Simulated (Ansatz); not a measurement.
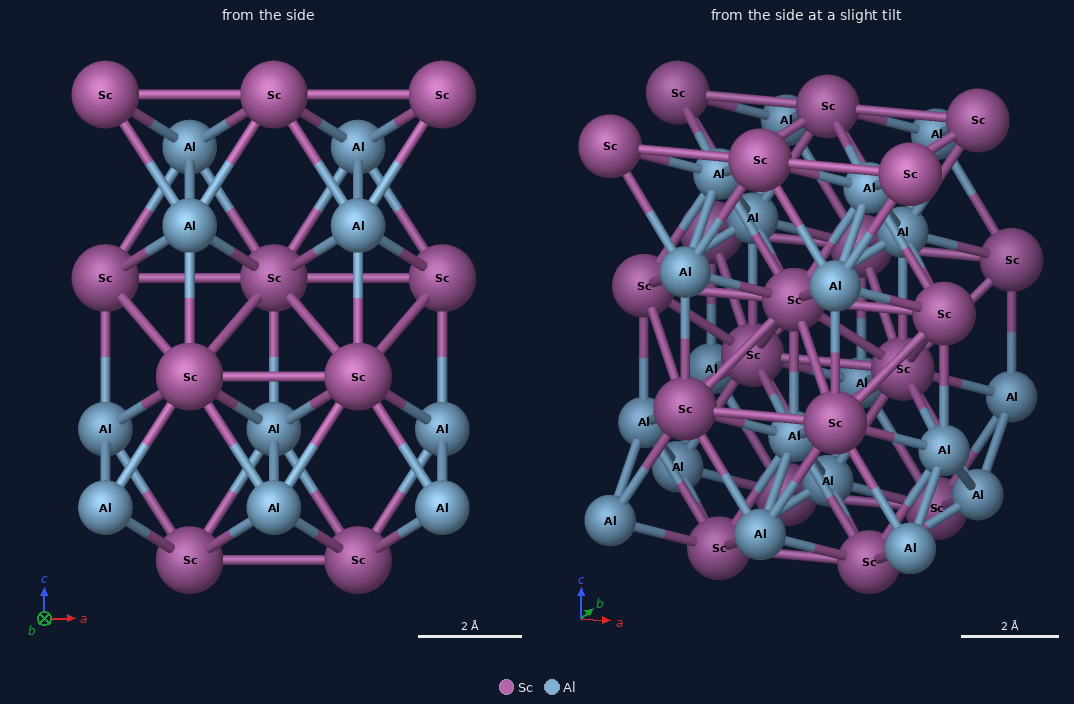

A ball-and-stick picture of a periodic slab, seen from the side and from the side at a slight tilt. The surface normal points up in side views; the vacuum is left out. 2×2 cells are drawn in the plane, with atoms at the edges repeated.

The cell holds 4 Sc, 4 Al.

Question: What are the top and bottom terminations?

Answer: The top face ends in Sc, the bottom face in Sc. The two faces are alike.

Question: What is the slab's thickness, atom centre to atom centre?

Answer: About 9 Å from the lowest to the highest atom.

Question: Name the atomic layers in order from the top face down.

Answer: Eight planes: Sc / Al / Al / Sc / Sc / Al / Al / Sc.

Starting structure: a structure listed in the Materials Project. The cell was then strained or its atoms displaced on purpose. A calculation with Ansatz used it as input.
